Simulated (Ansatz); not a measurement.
A series of calculations on ZnSe

### Relaxation

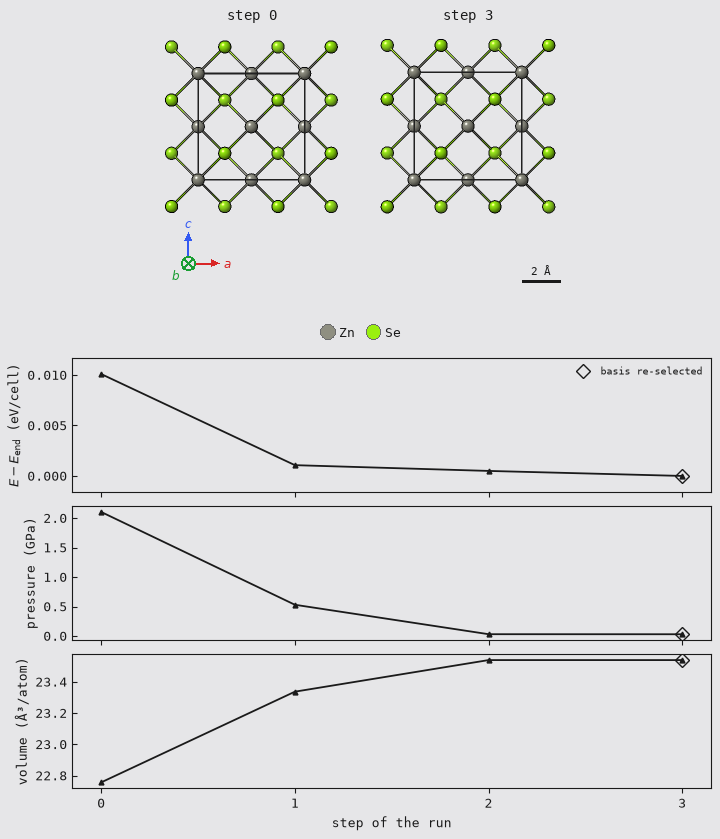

First and last geometry of a relaxation of crystalline ZnSe (set up in F-43m), with the history of the run. Style: ball-and-stick. Shown: the conventional cell (4 times the calculation's cell), along the b axis. Lengths and directions refer to the drawn axes.

The calculation used Ansatz, DFT PBE, scalar-relativistic, plane waves, PAW. (plane-wave cutoff 420 eV; k-point mesh 8 × 8 × 8; occupations gaussian; smearing width 0.02 eV; no spin polarisation; cell and atoms relaxed; force threshold 0.005 eV/Å; at most 80 steps)

Read the history and describe the run.

It converged. The atoms keep their places relative to the cell (all moves are under 0.005 Å). The volume changes by +3.4 %, with a = b = c 5.668 → 5.732 Å (+1.1 %). Among the contacts that change: Se–Zn 2.454 → 2.482 Å. The space group stays F-43m (No. 216). The energy falls by 10.1 meV per cell of the calculation in 2 accepted moves (3 points after the start). All forces vanish by symmetry, so only the cell relaxes. Pressure: 2.10 GPa at the start and 0.03 GPa at the end. At 1 point the geometry stayed and the basis and grid were re-selected for the new cell (energy shift of 0.5 meV per cell of the calculation at most each time).

| step | E − E(0), meV/atom | pressure, GPa | volume, Å³/atom | note |
| --- | --- | --- | --- | --- |
| 0 | 0.00 | 2.10 | 22.757 |  |
| 1 | -4.51 | 0.53 | 23.337 |  |
| 2 | -4.80 | 0.03 | 23.539 |  |
| 3 | -5.05 | 0.03 | 23.539 | same geometry, new basis |

### Relaxation

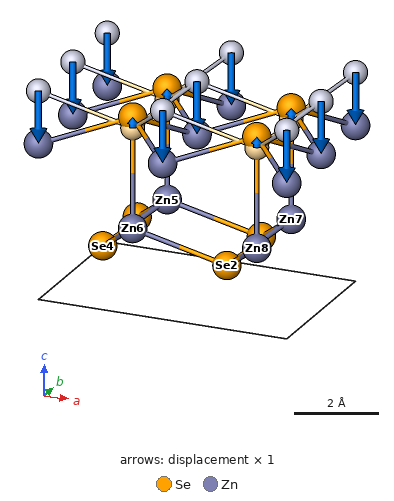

A constrained relaxation of a slab of composition ZnSe (cut from the F-43m phase). The starting structure is drawn faded, the final one solid; blue arrows show the displacements, at their true length.

The picture is a ball-and-stick view of the cell of the calculation, outlined in the plane, without the vacuum (origin shifted), seen slightly off an axis.

Case: clean slab, lower planes held. The slab is the (1 1 1) face of ZnSe. 8 atoms are held fixed.

Method: DFT PBE+D3(BJ), scalar-relativistic, plane waves, PAW in Ansatz.

The input:
```yaml
crystal:
  lattice:
    - [7.9972835124, 0.0, 0.0]
    - [-3.9986417562, 6.925850683, 0.0]
    - [0.0, 0.0, 20.0810966529]
  atoms:
    - { symbol: Se, position: [0.5, 0.0, 0.3983846171] }
    - { symbol: Se, position: [0.5, 0.5, 0.3983846171] }
    - { symbol: Se, position: [0.0, 0.0, 0.3983846171] }
    - { symbol: Se, position: [0.0, 0.5, 0.3983846171] }
    - { symbol: Zn, position: [0.1666666667, 0.8333333333, 0.4390307702] }
    - { symbol: Zn, position: [0.1666666667, 0.3333333333, 0.4390307702] }
    - { symbol: Zn, position: [0.6666666667, 0.8333333333, 0.4390307702] }
    - { symbol: Zn, position: [0.6666666667, 0.3333333333, 0.4390307702] }
    - { symbol: Se, position: [0.6666666667, 0.8333333333, 0.5609692298] }
    - { symbol: Se, position: [0.6666666667, 0.3333333333, 0.5609692298] }
    - { symbol: Se, position: [0.1666666667, 0.8333333333, 0.5609692298] }
    - { symbol: Se, position: [0.1666666667, 0.3333333333, 0.5609692298] }
    - { symbol: Zn, position: [0.3333333333, 0.6666666667, 0.6016153829] }
    - { symbol: Zn, position: [0.3333333333, 0.1666666667, 0.6016153829] }
    - { symbol: Zn, position: [0.8333333333, 0.6666666667, 0.6016153829] }
    - { symbol: Zn, position: [0.8333333333, 0.1666666667, 0.6016153829] }
basis:
  ecutwfc: 420
kpoints:
  mp_grid: { grid: [2, 2, 1] }
hamiltonian:
  xc: pbe
  dispersion: d3bj
scf:
  occupations: { method: gaussian, width: 0.05 }
output:
  forces: true
  eigenvalues: true
  write_density: true
  write_potential: true
  elf: true
  volumetric_format: npy
relax:
  adjacent_minimum: "off"
  f_tol: 0.03
  max_steps: 70
  constraints: [{ sites: [0, 1, 2, 3, 4, 5, 6, 7] }]
efield:
  axis: 3
  dipole_correction: true
  ramp_width: 0.04
```

Command:
```bash
ansatz run input.yaml --threads 4 --pin off --max-ram 10240MiB --backend cpu --events-out ev --progress --plain --runs-dir out
```

> Atoms of which element are displaced furthest, and by how much?

Zinc: up to 1.29 Å, against 0.27 Å for selenium.

> Describe the change and its energy.

The largest moves, 1.29 Å, are those of Zn13, Zn14, Zn15 and Zn16. Zn14 goes along the normal (−c). By element the largest moves are Zn 1.29 Å, Se 0.27 Å. The lattice vectors keep their values. Among the contacts that change: Zn5–Se11 2.449 → 2.716 Å, Se10–Zn14 2.449 → 2.424 Å. Among the angles between lasting bonds that change: Zn8–Se10–Zn14 109.5° → 72.2°. After 11 geometry steps the energy has fallen by 1.893 eV per cell of the calculation. The largest force component goes from 1.5 to 0.0096 eV/Å. The forces were under the threshold at step 4, but the run went on from there.

### A change

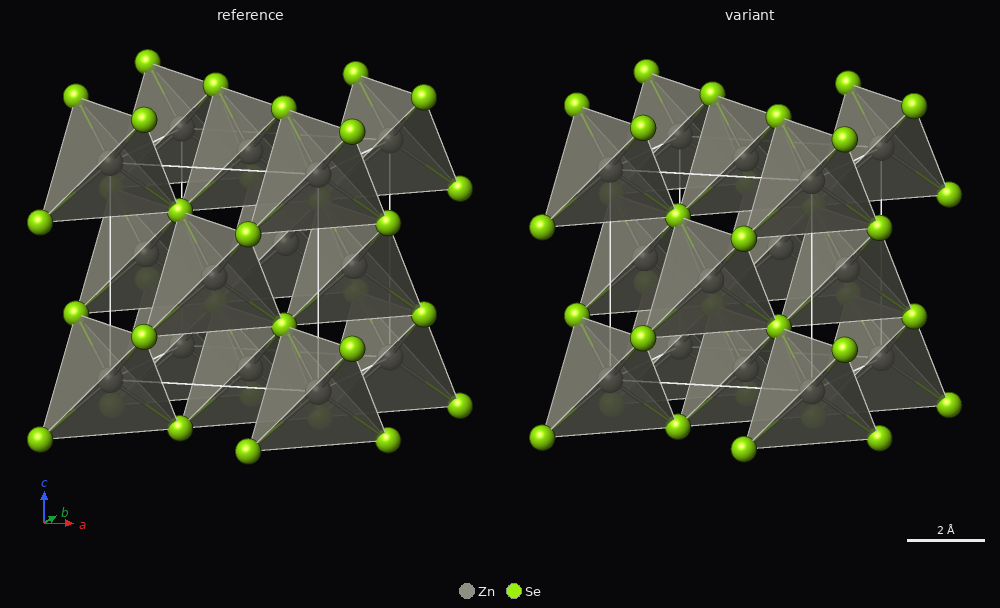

Left: a crystal of ZnSe (set up in F-43m). Right: the same structure after one change, at the same scale. A polyhedral model of the conventional cell (4 times the calculation's cell), seen slightly off an axis. Lengths and directions refer to the drawn axes.

Computed with Ansatz 0.2.0, DFT PBE, scalar-relativistic, plane waves, PAW. Set-up: plane-wave cutoff 420 eV; k-point mesh 8 × 8 × 8; occupations gaussian; smearing width 0.02 eV; no spin polarisation.

**What distinguishes the right structure from the left one?**

All lengths are scaled by −3.1 % (volume −9.0 %), the atoms keeping their fractional coordinates. No relaxation follows.

**And its effect?**

It costs 40.6 meV per atom. The pressure goes from 0.0 to 6.7 GPa. All forces vanish by symmetry. Some distances before and after: Se–Zn 2.482 → 2.405 Å. The space group stays F-43m (No. 216).
